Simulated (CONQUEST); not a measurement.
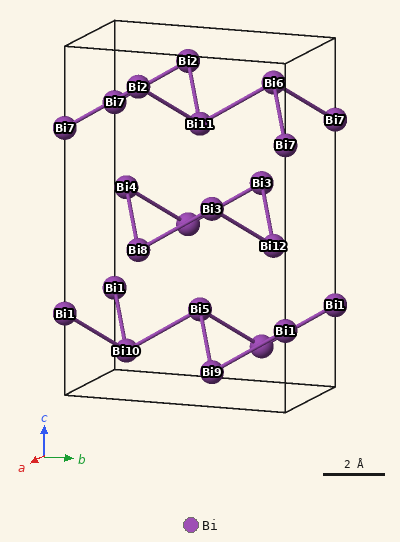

Fig. 1: The structure as given in the input (ball-and-stick view of the cell of the calculation, seen slightly off an axis; atoms are numbered from 1 in the order of the input). Near neighbours in the crystal (not all of them lie inside the picture): Bi has 3 Bi at 3.06 Å.

# Band-structure run of Bi

System: Bi (R-3m, 12 atoms in the cell).
Method: Kohn-Sham DFT of a periodic cell, PBEsol, PseudoDojo NC LDA, no spin polarisation (CONQUEST 1.3).

The structure derives from an entry of the Crystallography Open Database.

### Log
```
Simulation cell dimensions:     8.5699 a0 x    14.8435 a0 x    22.3252 a0

      Atomic coordinates (a0)
         Atom         X         Y         Z  Species
            1    0.0000    0.0000    5.2241        1
            2    0.0000    4.9478   20.1076        1
            3    0.0000    9.8957   12.6658        1
            4    4.2850    2.4739   12.6658        1
            5    4.2850    7.4218    5.2241        1
            6    4.2850   12.3696   20.1076        1
            7    0.0000    0.0000   17.1011        1
            8    0.0000    4.9478    9.6594        1
            9    0.0000    9.8957    2.2176        1
           10    4.2850    2.4739    2.2176        1
           11    4.2850    7.4218   17.1011        1
           12    4.2850   12.3696    9.6594        1
    Using
        This calculation includes non-local pseudopotentials,
         with a maximum core radius of      7.36197103

    Job title: Bi
    Job to be run: static calculation

    Ground state search:
      Support functions represented with PAO basis
      1:1 PAO to SF mapping
      Non-spin-polarised electrons
      Solving for the K matrix using diagonalisation
      Using Fermi-Dirac smearing

    Integration grid size:     40 x   72 x  108

    Integration grid spacing:  0.214 a0 x 0.206 a0 x 0.207 a0

    Number of species:  1
    --------------------------------------------------------
    |   #  mass (au)  Charge (e)  SF Rad (a0)  NSF  Label  |
    --------------------------------------------------------
    |   1    208.980      15.000        7.713   18  Bi     |
    --------------------------------------------------------

    LibXC version:  6. 2. 2
    Using the GGA functional Perdew, Burke & Ernzerhof SOL
    Using the GGA functional Perdew, Burke & Ernzerhof SOL

           radial cut-off to be used is taken to be max PAO cut-off radius for this species:    7.361971

           greatest ang. mom. for making density from PAOs:  2
    Minimum blocs/proc is     4860. Maximum blocs/proc is     4860
    set_atom_dens: In set_atomic_density, electrons :     180.000000000000
 matrix_size & matrix_size_padH =          216         216

    Screened ion int: energy:    -738.318250125795 Ha

          Harris-Foulkes Energy            :      -983.410124470221490 Ha
          GroundState Energy (E-(1/2)TS)   :      -983.410219779669546 Ha
          Free Energy (E-TS)               :      -983.410315089117603 Ha
          DFT Total Energy                 :      -983.350775738533002 Ha
          Total number of electrons        :       180.000305469635833
      | Number of electrons      =       180.000305
      |* band energy as 2Tr[K.H] =      -140.254802241369418 Ha
      |  screened ion-ion energy =      -738.318250125794520 Ha
      |  Ha correction           =         2.585808936232523 Ha
      |  XC correction           =      -107.422881039290019 Ha
      | GS Energy as E-(1/2)TS   =      -983.410219779669546 Ha
      | Free Energy as E-TS      =      -983.410315089117603 Ha
      |* Harris-Foulkes energy   =      -983.410124470221490 Ha
      |* DFT total energy        =      -983.350775738533002 Ha
      |  estimated accuracy      =        -0.059348731688488 Ha
    get_E_and_F: Change in energy during last step of electronic optimisation:  0.00000E+00

    BIBLIOGRAPHY: Please consider citing the following references in the conquest.bib file

    CONQUEST:         Bowler2002pt, Miyazaki2004, Nakata2020
    Basis:            Bowler2019
    DM:               Bowler:2006xr
    Pseudopotentials: Hamann2013, Bowler2019
    XC references from LibXC:

    Warnings written to file Conquest_warnings; please check
```

### File coords.dat
```
    8.5699079752     0.0000000000     0.0000000000
    0.0000000000    14.8435160286     0.0000000000
    0.0000000000     0.0000000000    22.3252244363
12
  0.0000000000   0.0000000000   0.2340000000 1 T T T
  0.0000000000   0.3333333330   0.9006666670 1 T T T
  0.0000000000   0.6666666670   0.5673333330 1 T T T
  0.5000000000   0.1666666670   0.5673333330 1 T T T
  0.5000000000   0.5000000000   0.2340000000 1 T T T
  0.5000000000   0.8333333330   0.9006666670 1 T T T
  0.0000000000   0.0000000000   0.7660000000 1 T T T
  0.0000000000   0.3333333330   0.4326666670 1 T T T
  0.0000000000   0.6666666670   0.0993333330 1 T T T
  0.5000000000   0.1666666670   0.0993333330 1 T T T
  0.5000000000   0.5000000000   0.7660000000 1 T T T
  0.5000000000   0.8333333330   0.4326666670 1 T T T
```

The run was set up as follows.

### The input
```
IO.Title Bi
IO.Coordinates coords.dat
IO.FractionalAtomicCoords T
IO.Iprint 2
IO.Iprint_init 1
General.NumberOfSpecies 1
General.PseudopotentialType hamann
General.FunctionalType -116133
General.DifferentFunctional T
AtomMove.TypeOfRun static
AtomMove.FullStress T
Grid.GridCutoff 100
DM.SolutionMethod diagon
Diag.MPMesh F
Diag.kT 0.00099223
minE.SCTolerance 1e-6
SC.MaxIters 100
minE.SelfConsistent F
General.LoadRho T
Diag.KspaceLines T
Diag.NumKptLines 12
Diag.NumKpts 6
IO.writeDOS T
%block ChemicalSpeciesLabel
1 208.980 Bi
%endblock
%block Diag.KpointLines
0.000000 0.000000 0.000000
0.500000 0.000000 0.000000
0.500000 0.000000 0.000000
0.500000 0.500000 0.000000
0.500000 0.500000 0.000000
0.000000 0.500000 0.000000
0.000000 0.500000 0.000000
0.000000 0.000000 0.000000
0.000000 0.000000 0.000000
0.000000 0.000000 0.500000
0.000000 0.000000 0.500000
0.500000 0.000000 0.500000
0.500000 0.000000 0.500000
0.500000 0.500000 0.500000
0.500000 0.500000 0.500000
0.000000 0.500000 0.500000
0.000000 0.500000 0.500000
0.000000 0.000000 0.500000
0.000000 0.500000 0.000000
0.000000 0.500000 0.500000
0.500000 0.000000 0.500000
0.500000 0.000000 0.000000
0.500000 0.500000 0.000000
0.500000 0.500000 0.500000
%endblock
```

Launched with:
```bash
Conquest (self-consistent run, then this one in the same folder)
```

### Results in brief

```json
{"quantity": "outcome", "value": "converged"}
{"quantity": "space group (tolerance 0.01 Å)", "value": "R-3m (166)"}
{"quantity": "electrons treated", "value": "180"}
{"quantity": "Fermi energy of the self-consistent step", "value": "−4.182 eV"}
{"quantity": "gap on the band path", "value": "0.00 eV"}
{"quantity": "hardware", "value": "1 thread of Intel Xeon (Sapphire Rapids), 16 GiB of memory available, shared host"}
{"quantity": "wall time", "value": "18 s"}
{"quantity": "peak memory", "value": "1 GiB"}
```

Further notes kept with the run: read_and_write: Functional in input file differs to pseudopotential but proceeding: -116133 -1012. Points of doubt noted for this run: potential of other functional. Spin–orbit coupling is left out, which matters for Bi.
